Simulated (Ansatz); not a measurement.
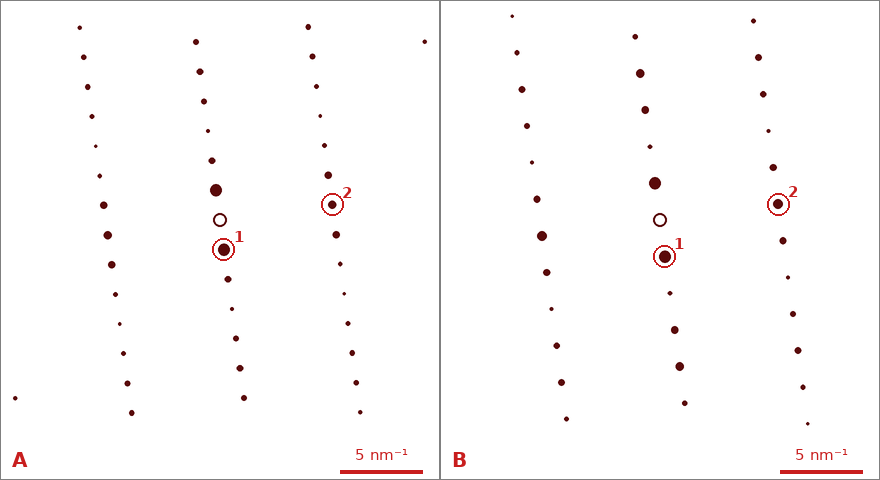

Kinematic electron diffraction patterns (300 kV, B = 0.5 Å², same scale) along [1-10] of the run's own cell, for the start and the end of one relaxation of MnO2 with DFT PBE, scalar-relativistic, plane waves, PAW in Ansatz. k mesh 14×14×8. The start is a generated model structure, and the relaxation ends in the nearest stationary point of its symmetry, not necessarily the ground state. Spot 1 is 0 0 -1 and spot 2 is 1 1 0 in both.

Start structure:

```
Mn O
1.0
     2.73327    0.00000    0.00000
    -1.36663    2.36708    0.00000
     0.00000    0.00000    4.40932
Mn O
1 2
Cartesian
  0.0000 0.0000 0.0000
  0.0000 1.5781 1.1111
  1.3666 0.7890 3.2982
```

Q: Which pattern belongs to the start structure, and which to the relaxed one?

A: B is the start: its cell gives d(1) = 4.409 Å, d(2) = 1.367 Å and an angle of 90.0°. A is the relaxed structure, with d(1) = 5.446 Å (+23.5 %), d(2) = 1.438 Å (+5.3 %) and 90.0°.

Q: Name reflections whose intensity changes strongly on relaxation.

A: 0 0 3 goes from 16 to 0.31 % of the strongest spot; 0 0 4 goes from 23 to 3.3 % of the strongest spot; 1 1 4 goes from 9.4 to 1.4 % of the strongest spot.

Q: Summarise the relaxation behind the change.

A: The volume changed by +36.8 % to 13.01 Å³ an atom; with the mean shift removed, the atoms moved by up to 0.42 Å relative to the cell (O most); the space group stayed P-3m1 (No. 164); the free energy fell by 180 meV an atom. Relaxed cell: a = 2.877 Å, b = 2.877 Å, c = 5.446 Å, α = 90.00°, β = 90.00°, γ = 120.00°.
